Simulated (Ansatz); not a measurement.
# Transmission past a defect: Mo wire along [111], 4 atoms a period, Co in place of one Mo, part 2 of 4

Wanted: the relaxed defect and the transmission past it, beside the channels of the perfect wire.

Ansatz 0.2.0; DFT PBE, plane waves, PAW; relaxation of a wire's period (the session's first sound run).

So far. Step 2 (Relaxation of atoms and period): The cell's length comes to 2.725 Å with spin left out.

## (3) Bands of the perfect wire

This step: DFT PBE, plane waves, PAW; channels and complex bands of a perfect wire (Ansatz 0.2.0).

At the relaxed period the Bloch states of the perfect wire are found at each energy: those that move forward count the open channels, and those that decay describe how a disturbance dies away inside the wire itself. An energy step of 0.035 eV is under the 0.039 eV that the program asks for its thermal average at 300 K.

File input.yaml:

```yaml
crystal:
  lattice:
    - [11.269, 0.0, 0.0]
    - [0.0, 9.38, 0.0]
    - [0.0, 0.0, 2.7254337707]
  atoms:
    - { symbol: Mo, position: [0.326138267, 0.500006887, 0.0] }
    - { symbol: Mo, position: [0.499996222, 0.374747845, 0.284461863] }
    - { symbol: Mo, position: [0.499996222, 0.625265929, 0.715538137] }
    - { symbol: Mo, position: [0.673854177, 0.500006887, 0.0] }
kpoints:
  mp_grid: { grid: [1, 1, 30] }
scf:
  occupations: { method: fermi_dirac, width: 0.05 }
hamiltonian:
  xc: pbe
output:
  transmission:
    e_range: [-1.26, 1.26]
    de: 0.035
    kmesh: [1, 1]
    reduced_basis: true
    leads: [[0, 0]]
basis:
  ecutwfc: "350 eV"
```

Run with:

```console
$ ansatz run input.yaml --threads 4 --pin off --max-ram 16384MiB --backend cpu --events-out ev --progress --plain --runs-dir out
```

Numbers of over 12 decimals in the logs are rounded to 6 here.

The log of the run:

```text
Warning: basis.ecutwfc = 350 eV is below the records' recommended 420 eV, and the density's cutoff is lower with it unless basis.ecutrho_ratio is high enough to keep the records' density cutoff: compare with a run at a higher cutoff
[...]
Crystal: 4 atoms, lattice volume = 288.087 Å³
Basis set: ecut = 350 eV, 4263 PW (Γ)
Bands: 34, of which v1, the nominal top of the filled ones, is band 28 counted from 1 (27 counted from 0)
Symmetry: 4 space group operations
[...]
k-points: 16 of 30
[...]
SCF iter   1: F=—  HF=-19815.655014 eV  |F-HF|=—  |Δ(HF+E_count)|=         —  Δρ=1.01e-2  dr2=8.05e-1  ethr=1.77e-3  ⟨swp⟩=8.0  Hψ=2501  notcnv=0
[...]
SCF iter  10: F=-19815.603570 eV  HF=-19815.603570 eV  |F-HF|=2.32e-9  |Δ(HF+E_count)|=   6.24e-8  Δρ=1.23e-6  dr2=5.12e-9  ethr=1.79e-10  ⟨swp⟩=3.9  Hψ=1335  notcnv=0
SCF 1 converged in 10 iterations: F = -19815.603570 eV  dr2 = 5.12e-9
[...]
transmission: 4 of 24 steps passed
transmission: 8 of 24 steps passed
[...]
transmission: 24 of 24 steps passed
SCF converged after 10 iterations
Free energy (F): -19815.603570 eV
[...]
Internal energy: -19815.558481 eV  (E = F + TS)
E sigma→0 (E₀):  -19815.581026 eV
Entropy (-TS):   -0.045089 eV (-11.272 meV/atom)
Fermi energy:    1.671070 eV
[...]
--- Band table (eV; the first three rows and the last of 16) ---
  k-point 0: bands = [... 24 lower, 0.0708, 0.5089, 1.0648, 1.5719, 1.6017, 2.5524, 2.5775, 2.5853, ... 2 higher]
  k-point 1: bands = [... 24 lower, 0.0719, 0.5117, 1.0170, 1.5058, 1.6248, 2.4950, 2.5906, 2.6100, ... 2 higher]
  k-point 2: bands = [... 24 lower, 0.1017, 0.5159, 0.9052, 1.3379, 1.6755, 2.3881, 2.5753, 2.5932, ... 2 higher]
  k-point 15: bands = [... 24 lower, 1.0535, 1.1843, 1.6302, 2.4190, 2.7232, 2.7819, 3.1111, 3.4683, ... 2 higher]
--- Transmission ---
  basis      : 779 plane waves across, 4 finite elements along
  points     : 1, standing for a mesh of 1 x 1
  filling    : by the input's occupations and mesh, since the crystals that have channels conduct as metals do. If one of these is a semiconductor, that mesh has misplaced its level
  energies   : 73 from -1.260000 to 1.260000 eV about the Fermi level, 0.035000 eV apart; the leads are filled to 0.000000 eV, and channels, transmission and decay are at 0.000000 eV
  crystal 0  : Mo4, at the sites [0, 0], period 2.7254 Å: whole cells are its period
    offset         : up to 0.0000 Å between an atom of the period and one for which it stands
    filled         : 2.1 meV under the level at which it is neutral
    channels       : 4.000000e0 a spin
    conductance    : 3.0275e14 S/m² at 300 K; may be off by some 0.1 % by where its bands' edges are placed, 0.2 % from the distance to neutral
```

The job ended after 2.1 min (4 threads of Arm Neoverse V1, shared host; peak memory 1.4 GiB; 7.4 min of CPU time).

This step gave:

* energy at zero smearing: -19815.5810 eV
* channels at the energy nearest the Fermi level, one spin: 4
* conductance of the lead as this run defines it: 4.130 G₀
* band gap: 0 eV

Open channels of the lead, one spin against energy, zero at the Fermi level:

```tsv
energy (eV)	open channels of the lead, one spin
-1.190	5
-1.085	2
-1.015	4
-0.910	6
-0.805	6
-0.700	6
-0.595	6
-0.490	4
-0.385	5
-0.315	5
-0.210	5
-0.105	5
0.000	4
0.105	4
0.210	4
0.315	6
0.385	6
0.490	6
0.595	8
0.700	8
0.805	7
0.910	7
1.015	6
1.085	5
1.190	7
```

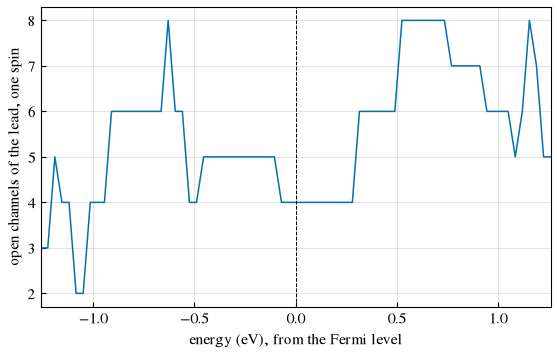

Open channels of the lead, one spin, plotted against energy.

The slowest values at each energy, most degenerate partners merged, listed up to 1.5 1/Å. The Im kz of the slowest decaying states by energy, zero at the Fermi level:

```tsv
energy (eV)	decay 1 (Å⁻¹)	decay 2 (Å⁻¹)	decay 3 (Å⁻¹)	decay 4 (Å⁻¹)
-1.015	0.0940	0.186	0.215	0.322
-0.490	0.0198	0.106	0.194	0.265
0.000	0.0735	0.0891	0.127	0.158
0.490	0.0509	0.178	0.242	0.260
1.015	0.0609	0.164	0.213	0.272
```

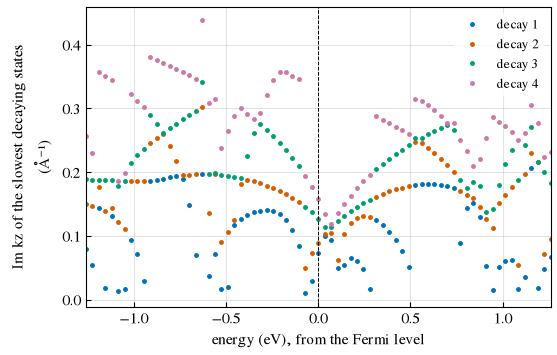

Im kz of the slowest decaying states, plotted against energy.

By hand: the program gives 3.0275 × 10^14 S/m² over the cell's cross-section of 105.70 Å² = 1.057 × 10^-18 m², so one cell conducts 3.200 × 10^-4 S. Divided by G0 = 2e²/h = 7.748 × 10^-5 S this is 4.13 G0, a resistance of 3.12 kΩ.

At the computed energy nearest the Fermi level there are 4 channels a spin, and the thermal average gives 4.13 G₀.

## (4) Relaxation of the scattering region

This step: DFT PBE, plane waves, PAW; relaxation of a junction in a wire, ends held (Ansatz 0.2.0).

System of this step: Mo wire along [111], 4 atoms a period, Co in place of one Mo. The cell holds 36 atoms: 35 Mo and 1 Co. Its edges and angles: a = 11.269 Å, b = 9.380 Å, c = 24.529 Å, α = 90.0°, β = 90.0°, γ = 90.0°. Regions: held atoms, 24 atoms (24 Mo); free atoms, 12 atoms (11 Mo and 1 Co). Vacuum lies along a and b. The structure's axis is c.

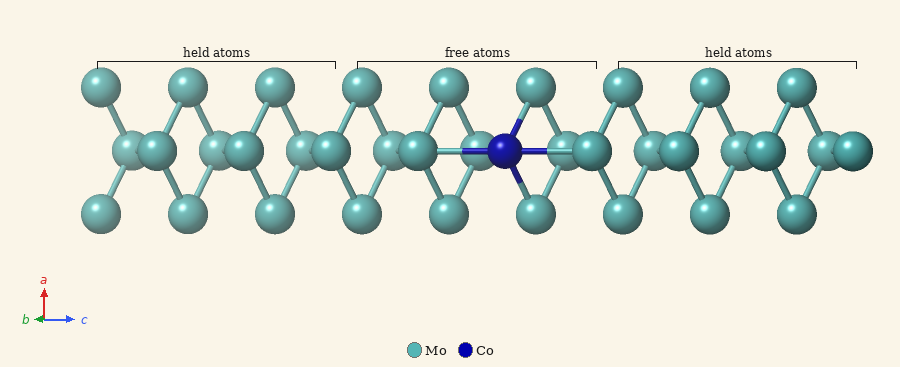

The cell of this step (molybdenum teal, cobalt blue).

12 atoms at the defect are free to relax, while 24 stay where the perfect wire has them, so that the ends still repeat as a lead. The cutoff is set under the files' recommended one to save time.

File input.yaml:

```yaml
crystal:
  lattice:
    - [11.269, 0.0, 0.0]
    - [0.0, 9.38, 0.0]
    - [0.0, 0.0, 24.528903936]
  atoms:
    - { symbol: Mo, position: [0.326138267, 0.500006887, 0.0] }
    - { symbol: Mo, position: [0.499996222, 0.374747845, 0.031606874] }
    - { symbol: Mo, position: [0.499996222, 0.625265929, 0.079504237] }
    - { symbol: Mo, position: [0.673854177, 0.500006887, 0.0] }
    - { symbol: Mo, position: [0.326138267, 0.500006887, 0.111111111] }
    - { symbol: Mo, position: [0.499996222, 0.374747845, 0.142717985] }
    - { symbol: Mo, position: [0.499996222, 0.625265929, 0.190615349] }
    - { symbol: Mo, position: [0.673854177, 0.500006887, 0.111111111] }
    - { symbol: Mo, position: [0.326138267, 0.500006887, 0.222222222] }
    - { symbol: Mo, position: [0.499996222, 0.374747845, 0.253829096] }
    - { symbol: Mo, position: [0.499996222, 0.625265929, 0.30172646] }
    - { symbol: Mo, position: [0.673854177, 0.500006887, 0.222222222] }
    - { symbol: Mo, position: [0.326138267, 0.500006887, 0.333333333] }
    - { symbol: Mo, position: [0.499996222, 0.374747845, 0.364940207] }
    - { symbol: Mo, position: [0.499996222, 0.625265929, 0.412837571] }
    - { symbol: Mo, position: [0.673854177, 0.500006887, 0.333333333] }
    - { symbol: Mo, position: [0.326138267, 0.500006887, 0.444444444] }
    - { symbol: Mo, position: [0.499996222, 0.374747845, 0.476051318] }
    - { symbol: Co, position: [0.499996222, 0.625265929, 0.523948682], spin: 2.0 }
    - { symbol: Mo, position: [0.673854177, 0.500006887, 0.444444444] }
    - { symbol: Mo, position: [0.326138267, 0.500006887, 0.555555556] }
    - { symbol: Mo, position: [0.499996222, 0.374747845, 0.587162429] }
    - { symbol: Mo, position: [0.499996222, 0.625265929, 0.635059793] }
    - { symbol: Mo, position: [0.673854177, 0.500006887, 0.555555556] }
    - { symbol: Mo, position: [0.326138267, 0.500006887, 0.666666667] }
    - { symbol: Mo, position: [0.499996222, 0.374747845, 0.69827354] }
    - { symbol: Mo, position: [0.499996222, 0.625265929, 0.746170904] }
    - { symbol: Mo, position: [0.673854177, 0.500006887, 0.666666667] }
    - { symbol: Mo, position: [0.326138267, 0.500006887, 0.777777778] }
    - { symbol: Mo, position: [0.499996222, 0.374747845, 0.809384651] }
    - { symbol: Mo, position: [0.499996222, 0.625265929, 0.857282015] }
    - { symbol: Mo, position: [0.673854177, 0.500006887, 0.777777778] }
    - { symbol: Mo, position: [0.326138267, 0.500006887, 0.888888889] }
    - { symbol: Mo, position: [0.499996222, 0.374747845, 0.920495763] }
    - { symbol: Mo, position: [0.499996222, 0.625265929, 0.968393126] }
    - { symbol: Mo, position: [0.673854177, 0.500006887, 0.888888889] }
magnetization:
  spin_polarized: true
kpoints:
  mp_grid: { grid: [1, 1, 2] }
scf:
  occupations: { method: fermi_dirac, width: 0.1 }
hamiltonian:
  xc: pbe
relax:
  constraints:
    - { sites: [0, 1, 2, 3, 4, 5, 6, 7, 8, 9, 10, 11, 24, 25, 26, 27, 28, 29, 30, 31, 32, 33, 34, 35] }
  f_tol: 0.06
  max_steps: 35
basis:
  ecutwfc: "350 eV"
```

The log of the run:

```text
[...]
Crystal: 36 atoms, lattice volume = 2592.784 Å³
Basis set: ecut = 350 eV, 38569 PW (Γ), exchange–correlation on 144×120×300 points (8 copies of the dense FFT grid, shifted against one another)
Bands: 306, of which v1, the nominal top of the filled ones, is band 254 counted from 1 (253 counted from 0)
Symmetry: 2 space group operations
[...]
k-points: 2
[...]
Starting moments: Σ|m| = 2 μB on 1 of 36 sites
[...]
SCF iter   1: F=—  HF=-178549.541529 eV  |F-HF|=—  |Δ(HF+E_count)|=         —  Δρ=2.37e-2 (↑2.33e-2 ↓2.37e-2)  dr2=1.85e2  dr2_m=5.41e-2  M=2.098 μB ∫|m|=2.474 μB  β_m=0.30  ethr=3.10e-3  ⟨swp⟩=9.2  Hψ=5315  notcnv=0
[...]
spin=Collinear: LDOS preconditioning applied to the charge; magnetization (m = ρ↑ − ρ↓) channel mixes plain (no charge-response kernel on spin).
SCF iter   2: F=—  HF=-178513.851903 eV  |F-HF|=—  |Δ(HF+E_count)|=    3.57e1  Δρ=1.29e-2 (↑1.25e-2 ↓1.29e-2)  dr2=2.09e1  dr2_m=4.12e-2  M=1.872 μB ∫|m|=2.469 μB  β_m=0.35  ethr=3.10e-3  ⟨swp⟩=5.0  Hψ=3106  notcnv=0
[...]
SCF iter  16: F=-178510.676544 eV  HF=-178510.676552 eV  |F-HF|=8.15e-6  |Δ(HF+E_count)|=   2.16e-5  Δρ=1.77e-5 (↑1.77e-5 ↓1.13e-5)  dr2=1.64e-5  dr2_m=3.80e-6  M=2.475 μB ∫|m|=3.466 μB  ethr=1.18e-8  ⟨swp⟩=3.8  Hψ=3093  notcnv=0
SCF 1 converged in 16 iterations: F = -178510.676544 eV  dr2 = 1.64e-5
[...]
relax step   1: F+E_penalty+E_count = -178510.67654393 eV  Δ(F+E_penalty+E_count) = +0.000e0 eV  max|allowed force component| = 6.837e-1 eV/Å  Δτ_max = 0.0000 Å  (16 SCF iters, dr2 threshold 9.00e-5 eV, accepted)
[...]
Starting moments: Σ|m| = 2 μB on 1 of 36 sites; this step starts from the density that it was given
[...]
SCF iter  24: F=-178510.843244 eV  HF=-178510.843251 eV  |F-HF|=6.40e-6  |Δ(HF+E_count)|=   2.75e-7  Δρ=9.75e-6 (↑4.41e-6 ↓9.75e-6)  dr2=6.97e-6  dr2_m=1.87e-7  M=1.117 μB ∫|m|=1.793 μB  ethr=7.23e-11  ⟨swp⟩=1.0  Hψ=3433  notcnv=0
SCF 2 converged in 24 iterations: F = -178510.843244 eV  dr2 = 6.97e-6
[...]
relax step   2: F+E_penalty+E_count = -178510.84324442 eV  Δ(F+E_penalty+E_count) = -1.667e-1 eV  max|allowed force component| = 6.016e-1 eV/Å  Δτ_max = 0.1716 Å  (24 SCF iters, dr2 threshold 2.92e-5 eV, accepted)
SCF iter   1: F=—  HF=-178510.927971 eV  |F-HF|=—  |Δ(HF+E_count)|=         —  Δρ=2.62e-3 (↑2.62e-3 ↓2.07e-3)  dr2=4.83e-1  dr2_m=8.09e-2  M=0.997 μB ∫|m|=1.652 μB  β_m=0.30  ethr=1.17e-3  ⟨swp⟩=5.2  Hψ=2231  notcnv=0
[...]
SCF iter  27: F=-178510.915589 eV  HF=-178510.915598 eV  |F-HF|=9.19e-6  |Δ(HF+E_count)|=   1.27e-6  Δρ=9.88e-6 (↑8.10e-6 ↓9.88e-6)  dr2=9.89e-6  dr2_m=6.09e-8  M=0.371 μB ∫|m|=0.568 μB  ethr=1.42e-10  ⟨swp⟩=1.0  Hψ=4273  notcnv=0
SCF 3 converged in 27 iterations: F = -178510.915589 eV  dr2 = 9.89e-6
relax step   3: F+E_penalty+E_count = -178510.91558864 eV  Δ(F+E_penalty+E_count) = -7.234e-2 eV  max|allowed force component| = 2.767e-1 eV/Å  Δτ_max = 0.0823 Å  (27 SCF iters, dr2 threshold 2.26e-5 eV, accepted)
[...]
relax step   4: F+E_penalty+E_count = -178510.93180984 eV  Δ(F+E_penalty+E_count) = -1.622e-2 eV  max|allowed force component| = 9.372e-2 eV/Å  Δτ_max = 0.0481 Å  (30 SCF iters, dr2 threshold 1.62e-5 eV, accepted)
[...]
relax step   5: F+E_penalty+E_count = -178510.93756125 eV  Δ(F+E_penalty+E_count) = -5.751e-3 eV  max|allowed force component| = 6.648e-2 eV/Å  Δτ_max = 0.0608 Å  (28 SCF iters, accepted)
[...]
relax step   6: F+E_penalty+E_count = -178510.94002399 eV  Δ(F+E_penalty+E_count) = -2.463e-3 eV  max|allowed force component| = 6.853e-2 eV/Å  Δτ_max = 0.0345 Å  (14 SCF iters, accepted)
[...]
relax step   7: F+E_penalty+E_count = -178510.93787783 eV  Δ(F+E_penalty+E_count) = +2.146e-3 eV  max|allowed force component| = 9.863e-2 eV/Å  Δτ_max = 0.0365 Å  (22 SCF iters, rejected (line search))
SCF iter   1: F=—  HF=-178510.938318 eV  |F-HF|=—  |Δ(HF+E_count)|=         —  Δρ=1.16e-3 (↑1.16e-3 ↓1.01e-3)  dr2=4.95e-2  dr2_m=2.25e-2  M=0.002 μB ∫|m|=0.011 μB  β_m=0.65  ethr=7.57e-5  ⟨swp⟩=2.0  Hψ=2088  notcnv=0
[...]
SCF iter  13: F=-178510.941276 eV  HF=-178510.941276 eV  |F-HF|=1.04e-8  |Δ(HF+E_count)|=   1.48e-9  Δρ=2.90e-7 (↑2.90e-7 ↓1.96e-7)  dr2=1.29e-8  dr2_m=3.22e-10  M=0.001 μB ∫|m|=0.002 μB  ethr=1.96e-11  ⟨swp⟩=1.5  Hψ=2955  notcnv=0
[...]
SCF 8 converged in 13 iterations: F = -178510.941276 eV  dr2 = 1.29e-8
relax step   8: F+E_penalty+E_count = -178510.94127595 eV  Δ(F+E_penalty+E_count) = -1.252e-3 eV  max|allowed force component| = 7.897e-3 eV/Å  Δτ_max = 0.0175 Å  (13 SCF iters, accepted)
SCF converged after 13 iterations
Magnetization: 0.0012 μB (253.5006 up, 253.4994 down)
Absolute magnetization: 0.0019 μB (∫|ρ↑−ρ↓|, with the PAW one-centre terms)
[...]
Per-site moments (μB) at R_I (Å): [(3.2006080078022506e-6, 0.995144), (6.35361200536196e-8, 0.995144), (-1.9748506342417722e-6, 0.995144), (3.2006080076351776e-6, 0.995144), (9.752024617561937e-7, 0.995144), (-4.189751692491954e-6, 0.995144), (-4.332693329500728e-6, 0.995144), (9.752024615258776e-7, 0.995144), (1.2695244107356976e-5, 0.995144), (-1.279542847403508e-5, 0.995144), (2.5398832531317282e-5, 0.987848), (1. [...]
Free energy (F): -178510.941276 eV
[...]
Internal energy: -178509.466853 eV  (E = F + TS)
E sigma→0 (E₀):  -178510.204065 eV
Entropy (-TS):   -1.474423 eV (-40.956 meV/atom)
Fermi energy:    1.598008 eV
[...]
--- Forces (eV/Å), atoms counted from 1 ---
  atom   1  Mo    -0.01134709     0.01918560     0.03913830
  atom   2  Mo     0.00000000    -0.13588592     0.03558989
  atom   3  Mo     0.00000000     0.13112820    -0.08073206
  atom   4  Mo     0.01134709     0.01918560     0.03913830
  atom   5  Mo    -0.03420391     0.00334023     0.02035036
  atom   6  Mo     0.00000000    -0.13010509     0.08057732
  atom   7  Mo     0.00000000     0.14208939    -0.01688807
  atom   8  Mo     0.03420391     0.00334023     0.02035036
  atom   9  Mo     0.06096408    -0.02698750     0.02706117
  atom  10  Mo     0.00000000    -0.03333031     0.12419038
  atom  11  Mo     0.00000000    -0.07183089     0.57569138
  atom  12  Mo    -0.06096408    -0.02698750     0.02706117
  atom  13  Mo     0.00789749    -0.00103977     0.00083640
  atom  14  Mo     0.00000000     0.00386984     0.00137061
  atom  15  Mo     0.00000000    -0.00460402     0.00534879
  atom  16  Mo    -0.00789749    -0.00103977     0.00083640
  atom  17  Mo    -0.00587168     0.00255200    -0.00310897
  atom  18  Mo     0.00000000    -0.00781732    -0.00224984
  atom  19  Co     0.00000000     0.00363990     0.00688173
  atom  20  Mo     0.00587168     0.00255200    -0.00310897
  atom  21  Mo    -0.00644967    -0.00654722     0.00518033
  atom  22  Mo     0.00000000     0.00244545    -0.00105164
  atom  23  Mo     0.00000000    -0.00525658     0.00289517
  atom  24  Mo     0.00644967    -0.00654722     0.00518033
  atom  25  Mo     0.26307240     0.22534405    -0.33571749
  atom  26  Mo     0.00000000    -0.56540935     0.24385401
  atom  27  Mo     0.00000000     0.23273461    -0.25025871
  atom  28  Mo    -0.26307240     0.22534405    -0.33571749
  atom  29  Mo     0.14065438     0.05750588    -0.14273688
  atom  30  Mo     0.00000000    -0.21135777     0.12648327
  atom  31  Mo     0.00000000     0.14661161    -0.02729479
  atom  32  Mo    -0.14065438     0.05750588    -0.14273688
  atom  33  Mo     0.00386301    -0.01933213    -0.03273031
  atom  34  Mo     0.00000000    -0.12684564     0.06436495
  atom  35  Mo     0.00000000     0.12187397    -0.04530030
  atom  36  Mo    -0.00386301    -0.01933213    -0.03273031
  max |Σ_I F_I| component: 1.79e-5 eV/Å
--- Relaxed structure (8 steps of the walk, 7 accepted, 0 SCFs on fresh bases) ---
  F+E_penalty+E_count = -178510.94127595 eV   max|allowed force component| = 7.897e-3 eV/Å
  atoms:
    - { symbol: Mo, position: [0.326138267, 0.500007, 0.0] }
    - { symbol: Mo, position: [0.499996, 0.374748, 0.031606874] }
    - { symbol: Mo, position: [0.499996, 0.625266, 0.079504237] }
    - { symbol: Mo, position: [0.673854177, 0.500007, 0.0] }
    - { symbol: Mo, position: [0.326138267, 0.500007, 0.111111111] }
    - { symbol: Mo, position: [0.499996, 0.374748, 0.142717985] }
    - { symbol: Mo, position: [0.499996, 0.625266, 0.190615349] }
    - { symbol: Mo, position: [0.673854177, 0.500007, 0.111111111] }
    - { symbol: Mo, position: [0.326138267, 0.500007, 0.222222222] }
    - { symbol: Mo, position: [0.499996, 0.374748, 0.253829096] }
    - { symbol: Mo, position: [0.499996, 0.625266, 0.30172646] }
    - { symbol: Mo, position: [0.673854177, 0.500007, 0.222222222] }
    - { symbol: Mo, position: [0.328243, 0.504120, 0.335777] }
    - { symbol: Mo, position: [0.499996, 0.371082, 0.364813] }
    - { symbol: Mo, position: [0.499996, 0.611739, 0.420253] }
    - { symbol: Mo, position: [0.671749, 0.504120, 0.335777] }
    - { symbol: Mo, position: [0.327751, 0.474811, 0.448028] }
    - { symbol: Mo, position: [0.499996, 0.346574, 0.477727] }
    - { symbol: Co, position: [0.499996, 0.588772, 0.522219] }
    - { symbol: Mo, position: [0.672242, 0.474811, 0.448028] }
    - { symbol: Mo, position: [0.328616, 0.476907, 0.555114] }
    - { symbol: Mo, position: [0.499996, 0.352116, 0.588365] }
    - { symbol: Mo, position: [0.499996, 0.616489, 0.630532] }
    - { symbol: Mo, position: [0.671376, 0.476907, 0.555114] }
    - { symbol: Mo, position: [0.326138267, 0.500007, 0.666666667] }
    - { symbol: Mo, position: [0.499996, 0.374748, 0.69827354] }
    - { symbol: Mo, position: [0.499996, 0.625266, 0.746171] }
    - { symbol: Mo, position: [0.673854177, 0.500007, 0.666666667] }
    - { symbol: Mo, position: [0.326138267, 0.500007, 0.777777778] }
    - { symbol: Mo, position: [0.499996, 0.374748, 0.809384651] }
    - { symbol: Mo, position: [0.499996, 0.625266, 0.857282015] }
    - { symbol: Mo, position: [0.673854177, 0.500007, 0.777777778] }
    - { symbol: Mo, position: [0.326138267, 0.500007, 0.888888889] }
    - { symbol: Mo, position: [0.499996, 0.374748, 0.920496] }
    - { symbol: Mo, position: [0.499996, 0.625266, 0.968393126] }
    - { symbol: Mo, position: [0.673854177, 0.500007, 0.888888889] }
```

Run time: 32 min. Hardware: 4 threads; peak memory 8.1 GiB.

(Part 2 of 4 ends here.)

[Logs are printed without paths, hosts, clocks, repeated set-up lines and the standing remarks that a program may print on its own settings, such as how far it seeks lower states.]

[Hosts, paths, dates, database ids (printed as entryN), source tags and the programs' standing remarks are cut or masked in the printed files.]
